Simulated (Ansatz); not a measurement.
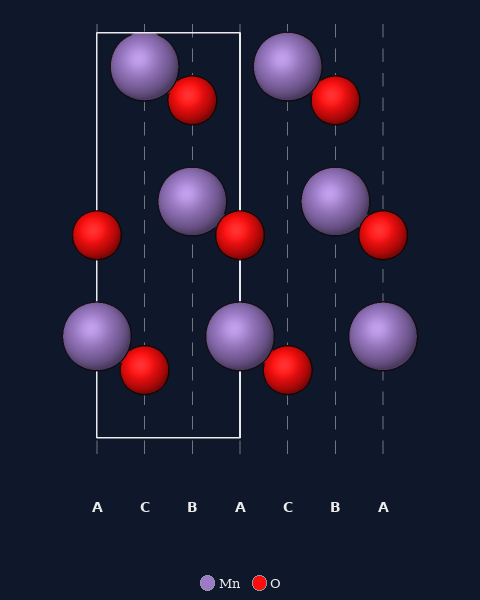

Projection along an edge of the hexagonal mesh, stacking direction [111] upwards. The dashed lines mark the three columns A (0, 0), B (1/3, 2/3) and C (2/3, 1/3). The box is the hexagonal cell of the face-centred cubic lattice. The sequence starts with the first layer at or above the cell's origin.

MnO: the input geometry of an electronic-structure calculation (not necessarily at equilibrium); the starting structure was generated, so it need not be a known form of this composition.

> Read off the stacking sequence over one period.

O(C) – Mn(A) – O(A) – Mn(B) – O(B) – Mn(C) (six layers in 8.32 Å).

> How are the O layers alone stacked?

O layers alone: CAB, the cubic close-packed type.

> Which positions between or in the O layers do the other atoms fill?

Mn: three tetrahedral sites, counted in one hexagonal cell.

> What short polytype symbol fits?

Polytype symbol 3C, the symbol of a tetrahedral polytype (number of double layers in the repeat and lattice).
